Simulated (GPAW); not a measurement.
System: MgO (space group Fm-3m).

How it was computed, with GPAW 26.7.0: PAW DFT in plane waves, on a grid or in atomic orbitals, no spin polarisation; energies at scaled volumes of the given cell, shape and fractions fixed, counted from the fit's minimum, third-order Birch-Murnaghan fit. All runs: no spin polarisation.

| setting | value |
| --- | --- |
| k mesh | 11×11×11 |
| occupations | Fermi–Dirac |
| smearing width | 0.05 eV |
| wave cutoff | 800 eV |

Settings that differ: r2SCAN: potentials GPAW-PAW-data-sets-(gpaw-data-1.2.1); PBEsol: potentials PAW-data-sets-made-by gpaw-setup-for-the-functional.

Predict the pressure against volume, with one curve for each functional. The cases: r2SCAN; PBEsol.

The fitted equilibrium volumes, smallest first, are r2SCAN 9.343, PBEsol 9.407 Å³/atom. The fitted bulk moduli, smallest first, are PBEsol 158.1, r2SCAN 165.4 GPa. For r2SCAN, the pressure falls from 14.29 GPa at volume 8.6681 Å³/atom to −6.99 GPa at 9.7747 Å³/atom, and changes sign near 9.34 Å³/atom. For PBEsol, the pressure falls from 15.17 GPa at volume 8.6681 Å³/atom to −5.75 GPa at 9.7747 Å³/atom, and changes sign near 9.40 Å³/atom.

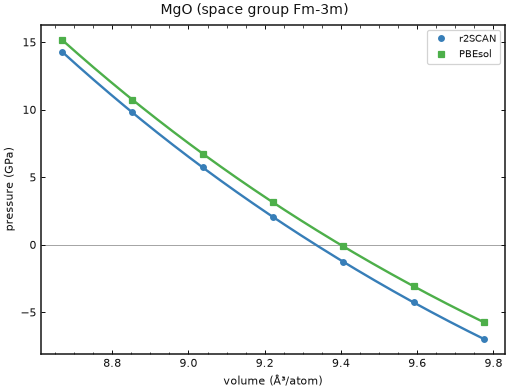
